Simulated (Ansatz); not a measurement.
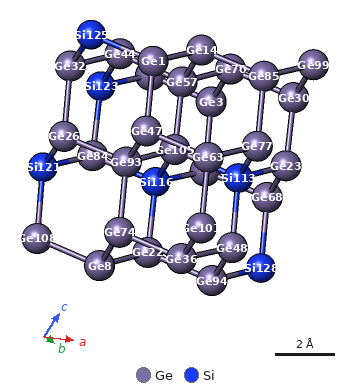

This is the input geometry for a relaxation of a crystal of Ge110Si18 (a generated structure, set up in P1). Style: ball-and-stick. Shown: the atoms within 5.8 Å of the atom that moves most (axes of the cell of the calculation), from a free direction.

Level of theory: Ansatz 0.2.0, DFT, PBEsol, PAW, plane waves.

Set-up: plane-wave cutoff 420 eV; k-point mesh 1 × 1 × 1; mesh shifted by (0.5, 0.5, 0.5); no spin polarisation; cell relaxed at fixed shape; force threshold 0.03 eV/Å; at most 80 steps.

```xyz
128
Lattice="0.0000 11.2832 11.2832 11.2832 0.0000 11.2832 11.2832 11.2832 0.0000" Properties=species:S:1:pos:R:3 pbc="T T T"
Ge   11.2865   11.2820    0.0213
Ge    0.0247    5.6539    5.6379
Ge   16.8999   11.2607    5.6509
Ge   16.9359    5.6698   11.2825
Ge   16.8810   16.9095   11.3003
Ge    5.6679   11.2771    5.6638
Ge    5.6145   11.2761   11.2983
Ge   11.2996   16.8950   16.9679
Ge   11.3138   11.2903   11.3215
Ge   11.2700   11.2867   16.8695
Ge   11.2336   16.9203   11.2759
Ge   16.9147   11.2818   11.2982
Ge   16.9204   16.9226   16.9255
Ge    1.4235    1.3794    1.4356
Ge    1.4196    7.0739    7.0123
Ge    7.0246    1.4012    7.0577
Ge    7.0178    7.0112    1.4168
Ge    7.0754    7.0690    7.0868
Ge    7.0468    7.0540   12.7050
Ge    7.0528   12.7048    7.0497
Ge    7.0550   12.6885   12.6992
Ge   12.7238    7.0251    7.0334
Ge   12.6924   12.6661    7.0168
Ge   12.6922   12.7198   12.6923
Ge   12.6767   12.7216   18.3175
Ge   12.6866   18.3364   12.7107
Ge   18.3229   12.7294   12.6904
Ge   18.3560   18.3507   18.3089
Ge    2.8505   14.0679   11.3152
Ge   14.0971   14.0680    5.6863
Ge    2.8110    8.4369    5.6506
Ge    2.8459    8.4537   11.2994
Ge    8.4341    2.8294    5.6654
Ge   19.7229   14.1094   11.3097
Ge    8.4748   19.7109   11.2884
Ge    8.4807    8.4587    5.6078
Ge    8.4563    8.4685   11.2771
Ge    8.4539    8.4971   16.9135
Ge    8.4672   14.1500   11.2613
Ge   14.1180   14.1204   11.2669
Ge   14.1022   14.1209   16.9030
Ge    4.2118    4.2074    7.0802
Ge    4.2466    9.8609    7.0868
Ge    4.2339    9.8948   12.6881
Ge    9.8426    4.2553    7.0515
Ge    9.8725    4.1900   12.6847
Ge    9.8769    9.8824    1.4200
Ge    9.8865    9.9016    7.0703
Ge    9.8578    9.8923   12.6731
Ge    9.8631    9.8617   18.3517
Ge    9.8722   15.5137    7.0431
Ge    9.8646   15.4863   12.7076
Ge   15.5002    9.8851    7.0517
Ge   15.5210    9.8312   12.6816
Ge   15.5234   15.5191   12.6825
Ge   15.5019   15.5020   18.3506
Ge   14.0731   11.2688    2.8366
Ge    2.8376    5.6254    2.8264
Ge    2.8288    5.6645    8.4793
Ge    2.8427   11.3119    8.4855
Ge    8.5125   11.2679   19.7067
Ge    8.4426    5.6719    8.4967
Ge    8.4938   11.2670    2.8211
Ge    8.4489   11.2995    8.4951
Ge    8.4638   11.2398   14.0928
Ge   19.7548   16.9112   19.7120
Ge   14.1001    5.6767    8.4947
Ge   14.1103   11.2870    8.4514
Ge   14.0878   11.3064   14.1081
Ge    4.2339    1.3922    4.2125
Ge    4.2612    7.0834    4.2500
Ge    4.2316    7.0847    9.8826
Ge    4.2311   12.6984    9.8519
Ge    9.8512    7.0613    4.2023
Ge    9.8743    7.0763    9.8573
Ge    9.8367    7.0580   15.5276
Ge    9.9144   12.6671    4.2507
Ge    9.8951   12.6715    9.8685
Ge    9.8337   12.7106   15.4702
Ge    9.8585   18.3423    9.8874
Ge   15.5145    7.0540    9.8456
Ge   15.5245   12.7109    9.8554
Ge   15.5269   12.7062   15.4918
Ge   15.5372   18.3272   15.5045
Ge   11.3128   14.0774    2.8352
Ge   11.3041    8.4856   19.7232
Ge    5.6555   14.0967   14.0942
Ge   16.9506   14.0900    8.4845
Ge    5.6595    8.4666    2.8206
Ge    5.6698    8.4329    8.4609
Ge   16.9279   14.1210   19.7397
Ge   11.2857    2.8198    8.4762
Ge   11.2820   19.7599   14.0843
Ge   11.2735    8.4575    8.5030
Ge   11.3158    8.4863   14.0969
Ge   11.2746   14.1062    8.4323
Ge   16.9385    8.4757    8.4711
Ge   16.8995   14.1305   14.0761
Ge    1.4071    4.2162    4.2403
Ge    7.0733    4.2044    9.8666
Ge    7.0541    9.8478    4.2221
Ge    7.0451    9.8885    9.8995
Ge    7.0234    9.8981   15.5611
Ge   12.7059    4.2368    9.8771
Ge   12.7223    9.8827    4.1843
Ge   12.6622    9.8780   15.5339
Ge   12.7318   15.5187    9.8427
Ge   12.6969   15.4956   15.5377
Ge   18.3344    9.9122    9.8932
Ge   18.3218   15.5207   15.5266
Si    5.6783    5.6185    5.6027
Si   11.2747    5.6140   11.2791
Si   11.3051   11.2803    5.6684
Si   12.7399    7.0616   12.6721
Si    8.4620   14.1155    5.6563
Si   14.1520   19.7560   16.9218
Si   14.1098    8.4288   11.2769
Si    4.2163    4.2220    1.4001
Si    8.4795   16.8813   14.1302
Si   19.7449   16.9016   14.0853
Si   14.1362   16.8993   14.0838
Si    9.8577    1.4182    9.8223
Si    5.6810    8.4795   14.1512
Si   11.3150   14.1100   14.0943
Si    1.3899    9.8908    9.8963
Si    7.0578    4.2302    4.2346
Si    7.0501   15.5205    9.8681
Si   12.6785    9.8799    9.8718
```

**Where does the relaxation end?**

The largest move relative to the cell is that of Ge105, 0.10 Å along [2 1 −2]. By element the largest moves are Ge 0.10 Å, Si 0.08 Å. The drawn cell changes as follows: a = b = c 15.957 → 15.936 Å (−0.1 %); the volume changes by −0.4 %. Among the contacts that change: Ge57–Ge105 2.358 → 2.456 Å, Ge44–Si123 2.498 → 2.405 Å, Ge8–Ge74 2.529 → 2.451 Å, Ge105–Si113 2.483 → 2.408 Å. Among the angles between lasting bonds that change: Si113–Ge105–Si116 107.4° → 111.7°, Ge77–Si113–Ge105 107.5° → 111.2°, Ge57–Ge105–Ge93 110.6° → 107.9°. The space group stays P1 (No. 1). After 5 geometry steps the energy has fallen by 1.549 eV per cell of the calculation. Largest force component: 1.3 eV/Å at the start, 0.0073 eV/Å at the end. The pressure goes from −0.15 to 0.00 GPa. Cost: 18 s on 1 × NVIDIA GB300 Max-Q with 8 threads of Arm Neoverse-V2, peak memory 3 GiB.

After the run, drawn alike:

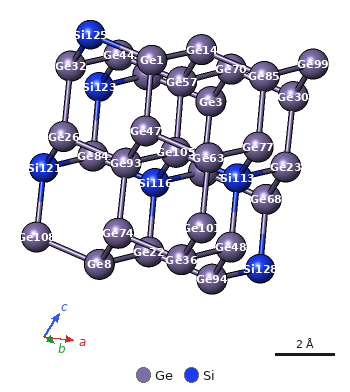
